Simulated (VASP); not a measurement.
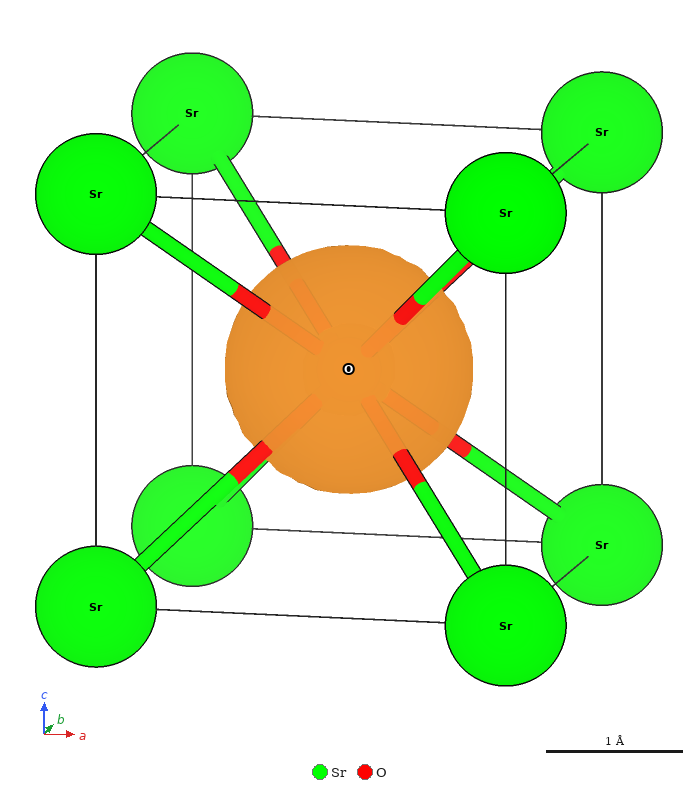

The picture shows: SrO. Isosurface of the electron localisation function at 0.7 (orange), seen slightly off an axis. Core shells and regions of very low density are left out. Sticks mark near contacts.

Space group Pm-3m; a generated structure, not necessarily the stable one; computed pressure about 4 GPa in this cell.

These are results of Kohn-Sham DFT of a periodic cell, PBE, VASP PAW PBE potentials, recommended in VASP, not measurements.

```
Sr O
1.0
     3.10287    0.00000    0.00000
     0.00000    3.10287    0.00000
     0.00000    0.00000    3.10287
Sr O
1 1
Direct
  0.00000 0.00000 0.00000
  0.50000 0.50000 0.50000
```

Question: Identify the bonds, lone pairs and shells in this picture.

Answer: The ELF exceeds this value in one region wrapped around O (its valence shell), counted in one cell of 2 atoms. Regions shared between cells count once.

Values along the shortest contacts:
Sr–O (2.69 Å): the ELF is about 0.10 at the midpoint; a largely ionic contact.

Question: Does the calculation make it a metal, or give it a gap?

Answer: It is gapped, with a Kohn–Sham gap of 2.7 eV on the k-point mesh, an upper bound to the gap of this method.
